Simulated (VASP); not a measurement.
# ZnS (Wurtzite-2H): structure and properties in VASP, part 2 of 4

Aim: relax ZnS (Wurtzite-2H), then compute properties on the relaxed cell. The start is a cell from a database of measured crystal structures.

VASP 6.6.1; LDA; plane waves and PAW (Zn, S).

So far, gap on the k-mesh (eV): step 2 (relaxing cell and atoms (LDA)) 2.22.

The database entry behind the starting cell has ideal inner coordinates that were not refined, so it need not match the best structure at ambient conditions.

**4. Single point with fields (LDA)**

The relaxed cell gets a fresh self-consistent run, on a basis set for its own volume, to fix the density and to check the remaining stress.

Contents of INCAR:

```
SYSTEM = ZnS
PREC = Accurate
ENCUT = 400
EDIFF = 1E-06
NELM = 100
ISMEAR = 0
SIGMA = 0.05
LREAL = .FALSE.
ALGO = Normal
GGA = CA
NBANDS = 24
LORBIT = 11
LWAVE = .FALSE.
LCHARG = .TRUE.
ISIF = 2
LELF = .TRUE.
LVHAR = .TRUE.
```

Contents of POSCAR:

```
ZnS
1.0
    3.7388950666      0.0000000000      0.0000000000
   -1.8694475333      3.2379781097      0.0000000000
    0.0000000000      0.0000000000      6.1429951770
Zn S
2 2
Direct
    0.3333333333      0.6666666667      0.0005974774
    0.6666666667      0.3333333333      0.5005974774
    0.3333333333      0.6666666667      0.3744025226
    0.6666666667      0.3333333333      0.8744025226
```

Contents of KPOINTS:

```
Automatic mesh
0
Gamma
6 6 3
0 0 0
```

Potentials, in the order of the species: Zn and S (LDA family, release 64).

The run is started by

```bash
> mpirun -np 4 vasp_std
```

The program printed:

```text
[banner, memory and clock lines left out]
running    4 mpi-ranks, on    1 nodes
 distrk:  each k-point on    4 cores,    1 groups
 distr:  one band on    1 cores,    4 groups

 POSCAR found type information on POSCAR ZnS
 POSCAR found :  2 types and       4 ions
 LDA part: xc-table for (Slater(with rela. corr.)+CA(PZ))
 , standard interpolation
 POSCAR, INCAR and KPOINTS ok, starting setup
 FFT: planning ... GRIDC
 FFT: planning ... GRID_SOFT
 FFT: planning ... GRID
 WAVECAR not read
 entering main loop
       N       E                     dE             d eps       ncg     rms          rms(c)
[... 1 cycle as in an earlier step ...]
DAV:   2     0.668622002371E+00   -0.21004E+03   -0.20436E+03   720   0.328E+02
[... 2 cycles as in an earlier step ...]
DAV:   5    -0.172743468616E+02   -0.62865E-02   -0.62860E-02   848   0.190E+00    0.109E+01
DAV:   6    -0.164226231776E+02    0.85172E+00   -0.19143E+00   992   0.422E+01    0.817E+00
DAV:   7    -0.164180792892E+02    0.45439E-02   -0.16365E+00   792   0.772E+00    0.329E+00
DAV:   8    -0.163961191468E+02    0.21960E-01   -0.62353E-02   904   0.223E+00    0.976E-01
DAV:   9    -0.163947837547E+02    0.13354E-02   -0.16503E-02   936   0.165E+00    0.281E-01
DAV:  10    -0.163948236211E+02   -0.39866E-04   -0.52936E-04   856   0.292E-01    0.163E-01
DAV:  11    -0.163948444094E+02   -0.20788E-04   -0.69250E-05   816   0.926E-02    0.846E-02
DAV:  12    -0.163948418794E+02    0.25300E-05   -0.12396E-05   920   0.479E-02    0.889E-03
DAV:  13    -0.163948420317E+02   -0.15235E-06   -0.45685E-07   448   0.473E-03
   1 F= -.16394842E+02 E0= -.16394842E+02  d E =-.770457E-17
```

Run time: 2.8 s. Hardware: 4 MPI ranks of Intel Xeon 6975P-C (Granite Rapids), shared host; peak memory 0.43 GiB.

Parts of OUTCAR (step 4):

```text
 Found     14 irreducible k-points:

   NELECT =      36.0000    total number of electrons

 E-fermi :   2.8134

  Total       -0.0100572     -0.0100572      0.0027766      0.0000000     -0.0000000      0.0000000
  in kB       -0.2166652     -0.2166652      0.0598174      0.0000000     -0.0000000      0.0000000
  external PRESSURE =      -0.1245043 kB  Pullay stress =       0.0000000 kB

 POSITION                                       TOTAL-FORCE (eV/Angst)
 -----------------------------------------------------------------------------------
     -0.00000      2.15865      0.00367         0.000000      0.000000     -0.000003
      1.86945      1.07933      3.07517         0.000000      0.000000     -0.000003
     -0.00000      2.15865      2.29995         0.000000     -0.000000      0.000003
      1.86945      1.07933      5.37145        -0.000000      0.000000      0.000003
 -----------------------------------------------------------------------------------
    total drift:                               -0.000000     -0.000001      0.000506

[... 19 parts as in an earlier step ...]
```

This step gave:

```
SCF cycles : 13
```

Valence electrons inside each PAW sphere by angular momentum. Sphere charges, by row:

| atom | s (e) | p (e) | d (e) | tot (e) |
| --- | --- | --- | --- | --- |
| Zn1 | 0.548 | 0.54 | 9.804 | 10.89 |
| Zn2 | 0.548 | 0.54 | 9.804 | 10.89 |
| S3 | 1.312 | 2.444 | 0 | 3.756 |
| S4 | 1.312 | 2.444 | 0 | 3.756 |

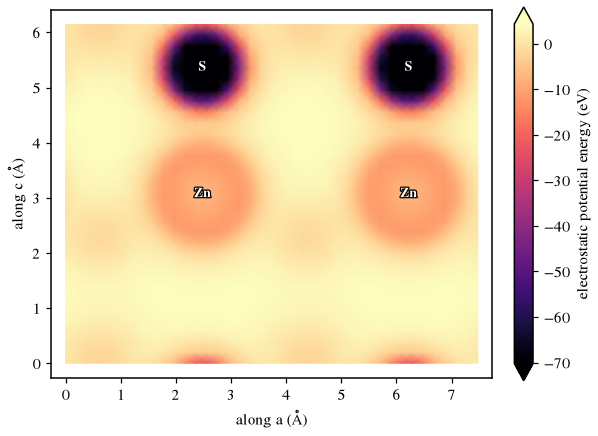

Electrostatic potential energy in the ac plane at fractional y = 0.333, with atoms of Zn and S within 0.2 Å of it. With pseudopotentials it is smooth inside the atoms' cores, unlike the true potential.

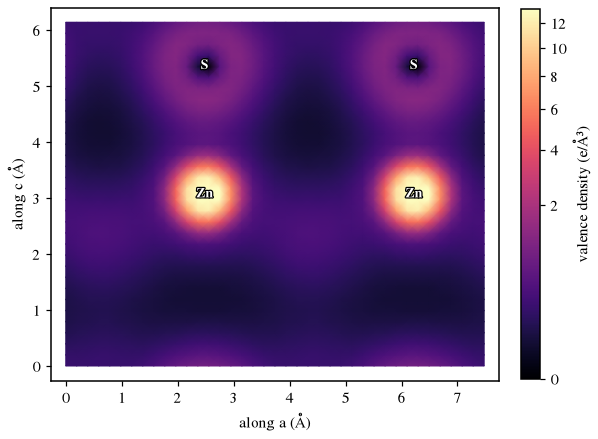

Valence density in the ac plane at fractional y = 0.333, with atoms of Zn and S within 0.2 Å of it. It is the smooth field of the valence electrons, not physical close to the nuclei. The colour scale is stretched toward low values.

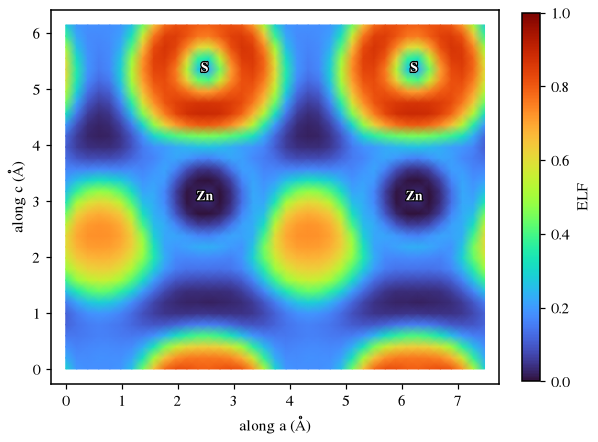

ELF in the ac plane at fractional y = 0.333, with atoms of Zn and S within 0.2 Å of it. It is the smooth field of the valence electrons, not physical close to the nuclei.

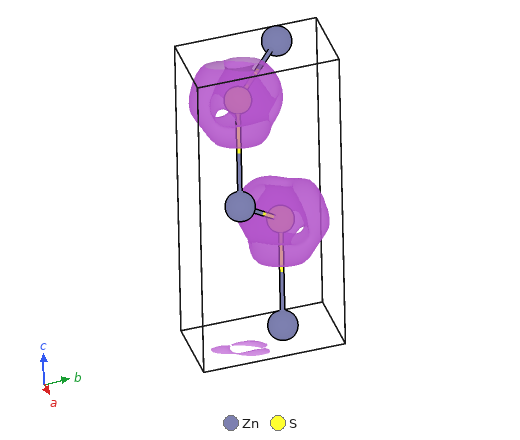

Surface of ELF = 0.81.

In this run the pressure is -0.01 GPa, small enough to go on.

**5. Bands along the symmetry lines (LDA)**

The mesh alone shows little of the dispersion and can miss band extrema, so KPOINTS_OPT adds a path through the symmetry points after the self-consistent cycle.

Contents of INCAR:

```
SYSTEM = ZnS
PREC = Accurate
ENCUT = 400
EDIFF = 1E-06
NELM = 100
ISMEAR = 0
SIGMA = 0.05
LREAL = .FALSE.
ALGO = Normal
GGA = CA
NBANDS = 32
LORBIT = 11
LWAVE = .FALSE.
LCHARG = .FALSE.
KPAR = 4
```

POSCAR is that of step 4.

KPOINTS is that of step 4.

Contents of KPOINTS_OPT:

```
Line mode
16
Line-mode
Reciprocal
  0.00000000   0.00000000   0.00000000 GAMMA
  0.50000000   0.00000000   0.00000000 M

  0.50000000   0.00000000   0.00000000 M
  0.33333333   0.33333333   0.00000000 K

  0.33333333   0.33333333   0.00000000 K
  0.00000000   0.00000000   0.00000000 GAMMA

  0.00000000   0.00000000   0.00000000 GAMMA
  0.00000000   0.00000000   0.50000000 A

  0.00000000   0.00000000   0.50000000 A
  0.50000000   0.00000000   0.50000000 L

  0.50000000   0.00000000   0.50000000 L
  0.33333333   0.33333333   0.50000000 H

  0.33333333   0.33333333   0.50000000 H
  0.00000000   0.00000000   0.50000000 A

  0.50000000   0.00000000   0.50000000 L
  0.50000000   0.00000000   0.00000000 M

  0.33333333   0.33333333   0.00000000 K
  0.33333333   0.33333333   0.50000000 H
```

The run is started by

```bash
> mpirun -np 4 vasp_std
```

The program printed:

```text
[... set-up lines as in an earlier step ...]
 entering main loop
       N       E                     dE             d eps       ncg     rms          rms(c)
DAV:   1     0.238106001683E+03    0.23811E+03   -0.13998E+04   896   0.116E+03
DAV:   2     0.840229932831E+01   -0.22970E+03   -0.21412E+03   920   0.291E+02
DAV:   3    -0.166764865640E+02   -0.25079E+02   -0.24724E+02  1072   0.946E+01
DAV:   4    -0.172672419940E+02   -0.59076E+00   -0.59005E+00  1056   0.154E+01
DAV:   5    -0.172744102567E+02   -0.71683E-02   -0.71678E-02  1088   0.162E+00    0.108E+01
DAV:   6    -0.164523732196E+02    0.82204E+00   -0.12270E+00  1368   0.317E+01    0.817E+00
DAV:   7    -0.164082083970E+02    0.44165E-01   -0.84033E-01  1080   0.572E+00    0.329E+00
DAV:   8    -0.163961459392E+02    0.12062E-01   -0.19802E-02  1128   0.118E+00    0.738E-01
DAV:   9    -0.163947874410E+02    0.13585E-02   -0.46717E-03  1040   0.330E-01    0.192E-01
DAV:  10    -0.163948248750E+02   -0.37434E-04   -0.23125E-04  1064   0.787E-02    0.130E-01
DAV:  11    -0.163948420912E+02   -0.17216E-04   -0.14629E-05  1256   0.763E-02    0.254E-02
DAV:  12    -0.163948419650E+02    0.12617E-06   -0.88750E-06  1200   0.445E-02
   1 F= -.16394842E+02 E0= -.16394842E+02  d E =-.294232E-14
 Start KPOINTS_OPT (optional k-point list driver)
k-point batch [1-14\144]
       N       E                     dE             ncg
DAV:   1     0.192719149581E+04   -0.43324E+04      896
DAV:   2    -0.124656950627E+04   -0.31738E+04      904
DAV:   3    -0.158849727823E+04   -0.34193E+03     1064
DAV:   4    -0.159574327063E+04   -0.72460E+01     1056
DAV:   5    -0.159581737328E+04   -0.74103E-01     1088
DAV:   6    -0.159581866578E+04   -0.12925E-02     1048
DAV:   7    -0.159581869235E+04   -0.26569E-04     1096
DAV:   8    -0.159581869287E+04   -0.52019E-06      816
[...]
k-point batch [141-144\144]
       N       E                     dE             ncg
DAV:   1     0.119799241592E+05   -0.40744E+04      256
DAV:   2     0.110854022549E+05   -0.89452E+03      256
DAV:   3     0.109905904507E+05   -0.94812E+02      312
DAV:   4     0.109886111689E+05   -0.19793E+01      320
DAV:   5     0.109885903063E+05   -0.20863E-01      328
DAV:   6     0.109885899677E+05   -0.33856E-03      320
DAV:   7     0.109885899606E+05   -0.70838E-05      336
DAV:   8     0.109885899605E+05   -0.13559E-06      232
```

Run time: 13 s. Hardware: 4 MPI ranks; peak memory 0.65 GiB.

OUTCAR, selected parts (step 5):

```text
   k-points           NKPTS =     14   k-points in BZ     NKDIM =     14   number of bands    NBANDS=     32

   NELECT =      36.0000    total number of electrons

 E-fermi :   2.7854

 k-point     1 :       0.0000    0.0000    0.0000
  band No.  band energies     occupation
    ...
     14       1.5414      2.00000
     15       1.5414      2.00000
     16       2.4281      2.00000
     17       2.5310      2.00000
     18       2.5310      2.00000
     19       4.7530      0.00000
     20       5.5470      0.00000
     21       8.6519      0.00000
     22       8.6519      0.00000
     23       8.9001      0.00000
    ...

  Total        0.0120543      0.0120543      0.0242951      0.0000000     -0.0000000      0.0000000
  in kB        0.2596890      0.2596890      0.5233970      0.0000000     -0.0000000      0.0000000
  external PRESSURE =       0.3475916 kB  Pullay stress =       0.0000000 kB

 POSITION                                       TOTAL-FORCE (eV/Angst)
 -----------------------------------------------------------------------------------
     -0.00000      2.15865      0.00367         0.000000      0.000000      0.000021
      1.86945      1.07933      3.07517         0.000000      0.000000      0.000021
     -0.00000      2.15865      2.29995         0.000000     -0.000000     -0.000021
      1.86945      1.07933      5.37145        -0.000000      0.000000     -0.000021
 -----------------------------------------------------------------------------------
    total drift:                               -0.000000     -0.000001     -0.000258

  FREE ENERGIE OF THE ION-ELECTRON SYSTEM (eV)
  ---------------------------------------------------
  free  energy   TOTEN  =       -16.3948419650 eV

  energy  without entropy=      -16.3948419650  energy(sigma->0) =      -16.39484197

[... 9 parts as in an earlier step ...]

[... 7 further parts left out ...]
```

Numbers from this step:

```yaml
scf_cycles: 12
bands: 32
fermi_energy: 2.785 eV
pressure: 0.03476 GPa
least_gap_on_mesh_and_path: 2.222 eV
least_direct_gap_on_mesh_and_path: 2.222 eV
```

Electronic bands along the path, in eV, zero at the valence-band top; v1 is the highest filled band, c1 the lowest empty one:

| point | v4 | v3 | v2 | v1 | c1 | c2 | c3 | c4 |
| --- | --- | --- | --- | --- | --- | --- | --- | --- |
| Γ | -0.99 | -0.10 | 0.00 | 0.00 | 2.22 | 3.02 | 6.12 | 6.12 |
| M | -3.61 | -2.47 | -1.91 | -0.98 | 3.42 | 4.21 | 4.88 | 6.73 |
| K | -4.26 | -2.59 | -2.59 | -2.32 | 3.87 | 6.04 | 6.04 | 7.73 |
| Γ | -0.99 | -0.10 | 0.00 | 0.00 | 2.22 | 3.02 | 6.12 | 6.12 |
| A | -0.52 | -0.52 | -0.52 | -0.52 | 3.52 | 3.52 | 6.61 | 6.61 |
| L | -1.81 | -1.81 | -1.79 | -1.79 | 3.34 | 3.34 | 5.03 | 5.03 |
| H | -3.39 | -3.39 | -1.51 | -1.51 | 4.38 | 4.38 | 6.11 | 6.11 |
| A | -0.52 | -0.52 | -0.52 | -0.52 | 3.52 | 3.52 | 6.61 | 6.61 |
| jump to L | -1.81 | -1.81 | -1.79 | -1.79 | 3.34 | 3.34 | 5.03 | 5.03 |
| M | -3.61 | -2.47 | -1.91 | -0.98 | 3.42 | 4.21 | 4.88 | 6.73 |
| jump to K | -4.26 | -2.59 | -2.59 | -2.32 | 3.87 | 6.04 | 6.04 | 7.73 |
| H | -3.39 | -3.39 | -1.51 | -1.51 | 4.38 | 4.38 | 6.11 | 6.11 |

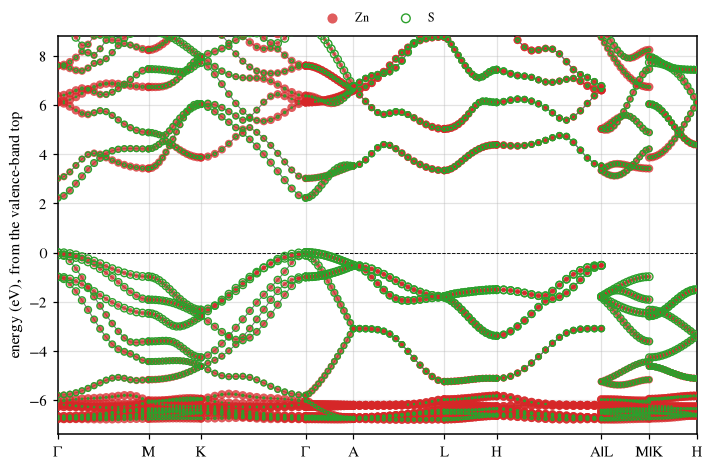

Electronic bands along the path; dots are coloured as in the legend, and their area grows with the weight.

The path finds the gap of the mesh within 0.02 eV, so the mesh comes close to both band edges.

**6. Density of states (LDA)**

A density of states needs more k-points than a total energy; ISMEAR = -5 takes tetrahedra, and LORBIT projects the states on the PAW spheres. The mesh is finer than in the run before.

Changes to INCAR since step 5:

```diff
@@ -5,3 +5,3 @@
 NELM = 100
-ISMEAR = 0
+ISMEAR = -5
 SIGMA = 0.05
@@ -15 +15,2 @@
 KPAR = 4
+NEDOS = 2001
```

POSCAR is that of step 5.

Contents of KPOINTS:

```
Automatic mesh
0
Gamma
9 9 5
0 0 0
```

The run is started by

```bash
> mpirun -np 4 vasp_std
```

The program printed:

```text
[... set-up lines as in an earlier step ...]
 entering main loop
       N       E                     dE             d eps       ncg     rms          rms(c)
DAV:   1     0.237097435854E+03    0.23710E+03   -0.13806E+04  2304   0.117E+03
DAV:   2     0.813774932424E+01   -0.22896E+03   -0.21398E+03  2368   0.293E+02
DAV:   3    -0.167066838989E+02   -0.24844E+02   -0.24523E+02  2776   0.951E+01
DAV:   4    -0.172712432768E+02   -0.56456E+00   -0.56392E+00  2720   0.150E+01
DAV:   5    -0.172779974607E+02   -0.67542E-02   -0.67539E-02  2792   0.158E+00    0.109E+01
DAV:   6    -0.164585194131E+02    0.81948E+00   -0.12292E+00  3504   0.317E+01    0.819E+00
DAV:   7    -0.164143966337E+02    0.44123E-01   -0.83201E-01  2736   0.573E+00    0.329E+00
DAV:   8    -0.164023620195E+02    0.12035E-01   -0.19824E-02  2848   0.121E+00    0.735E-01
DAV:   9    -0.164010195474E+02    0.13425E-02   -0.46545E-03  2784   0.327E-01    0.192E-01
DAV:  10    -0.164010557282E+02   -0.36181E-04   -0.22959E-04  2648   0.779E-02    0.135E-01
DAV:  11    -0.164010736278E+02   -0.17900E-04   -0.14050E-05  3264   0.746E-02    0.282E-02
DAV:  12    -0.164010733814E+02    0.24637E-06   -0.91856E-06  3016   0.421E-02
   1 F= -.16401073E+02 E0= -.16401073E+02  d E =0.000000E+00
```

Wall time 5.4 s (4 MPI ranks); peak memory 0.65 GiB; 19 s of CPU time.

From OUTCAR (step 6):

```text
   k-points           NKPTS =     36   k-points in BZ     NKDIM =     36   number of bands    NBANDS=     32

   NELECT =      36.0000    total number of electrons

 E-fermi :   2.5366

 k-point     1 :       0.0000    0.0000    0.0000
  band No.  band energies     occupation
    ...
     14       1.5393      2.00000
     15       1.5393      2.00000
     16       2.4258      2.00000
     17       2.5286      2.00000
     18       2.5286      2.00000
     19       4.7518      0.00000
     20       5.5463      0.00000
     21       8.6513      0.00000
     22       8.6513      0.00000
     23       8.8995      0.00000
    ...

  Total       -0.0011443     -0.0011443      0.0242237      0.0000000     -0.0000000      0.0000000
  in kB       -0.0246513     -0.0246513      0.5218589      0.0000000     -0.0000000      0.0000000
  external PRESSURE =       0.1575188 kB  Pullay stress =       0.0000000 kB

 POSITION                                       TOTAL-FORCE (eV/Angst)
 -----------------------------------------------------------------------------------
     -0.00000      2.15865      0.00367         0.000000     -0.000000     -0.001304
      1.86945      1.07933      3.07517         0.000000     -0.000000     -0.001304
     -0.00000      2.15865      2.29995         0.000000     -0.000000      0.001304
      1.86945      1.07933      5.37145        -0.000000      0.000000      0.001304
 -----------------------------------------------------------------------------------
    total drift:                               -0.000000     -0.000001     -0.000316

  FREE ENERGIE OF THE ION-ELECTRON SYSTEM (eV)
  ---------------------------------------------------
  free  energy   TOTEN  =       -16.4010733814 eV

  energy  without entropy=      -16.4010733814  energy(sigma->0) =      -16.40107338

[... 7 parts as in an earlier step ...]

[... 9 further parts left out ...]
```

Numbers from this step:

```
irreducible k-points           : 36
free energy (TOTEN)            : -16.40 eV
Fermi energy                   : 2.537 eV
pressure                       : 0.01575 GPa
gap on the k-mesh              : 2.223 eV
least direct gap on the k-mesh : 2.223 eV
```

The density of states has structure finer than the step of the table below, so its rows give means over 1 eV, whole bins alone (the curve runs from -12.0 to 7.35 eV). Peaks (eV: height): total -6.7: 31.1, -6.2: 41.0, -1.4: 5.21, 5.6: 5.28; S p -6.7: 2.03, -5.1: 1.07, -1.4: 2.30, 6.0: 0.698; Zn d -6.7: 25.2, -6.2: 39.3; Zn s -6.7: 0.479, -5.1: 1.03, 4.2: 0.653, 5.5: 0.594; Zn p -1.4: 0.496, 5.6: 0.590, 6.0: 0.482, 7.0: 0.699.

States under -12.0 eV and over 7.3 eV are left out. The density of states by energy, zero at the valence-band top; means over each step; values in states/eV/cell:

| energy (eV) | total | S p | Zn d | Zn s | Zn p |
| --- | --- | --- | --- | --- | --- |
| -8 | 0 | 0 | 0 | 0 | 0 |
| -7 | 8.44 | 0.480 | 7.08 | 0.100 | 0.0339 |
| -6 | 11.7 | 0.179 | 10.7 | 0.0865 | 0.0281 |
| -5 | 2.11 | 0.463 | 0.467 | 0.411 | 0.0489 |
| -4 | 1.52 | 0.378 | 0.300 | 0.179 | 0.0833 |
| -3 | 2.16 | 0.717 | 0.257 | 0.0951 | 0.204 |
| -2 | 3.21 | 1.28 | 0.342 | 0.0563 | 0.318 |
| -1 | 2.76 | 1.25 | 0.321 | 0.0163 | 0.237 |
| 0 | 0.287 | 0.146 | 0.0402 | 1.4e-4 | 0.0157 |
| 1 | 0 | 0 | 0 | 0 | 0 |
| 2 | 8.6e-4 | 7.1e-5 | 0 | 2.0e-4 | 0 |
| 3 | 0.261 | 0.0180 | 0.00793 | 0.0481 | 0.0156 |
| 4 | 2.84 | 0.256 | 0.100 | 0.488 | 0.206 |
| 5 | 1.67 | 0.213 | 0.0761 | 0.241 | 0.128 |
| 6 | 3.04 | 0.396 | 0.126 | 0.255 | 0.379 |

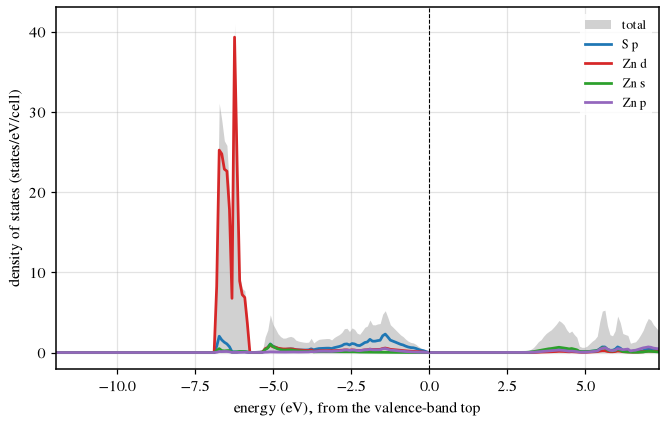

Density of states, plotted against energy.

The gap on this mesh is 2.22 eV. In the top eV of the valence band the largest shares in the PAW spheres are S p 48 %, Zn d 13 % and Zn p 7 %. The rest lies in smaller channels or between the spheres.

[end of part 2 of 4]

[Lines on the potential files, build, host, timing and source positions are cut from VASP's logs without a mark.]

[Logs are printed without paths, hosts, clocks, repeated set-up lines and the standing remarks that a program may print on its own settings, such as how far it seeks lower states.]

[Hosts, paths, dates, database ids (printed as entryN), source tags and the programs' standing remarks are cut or masked in the printed files.]

[A measured line is paired with the nearest computed mode of its activity, which favours agreement.]
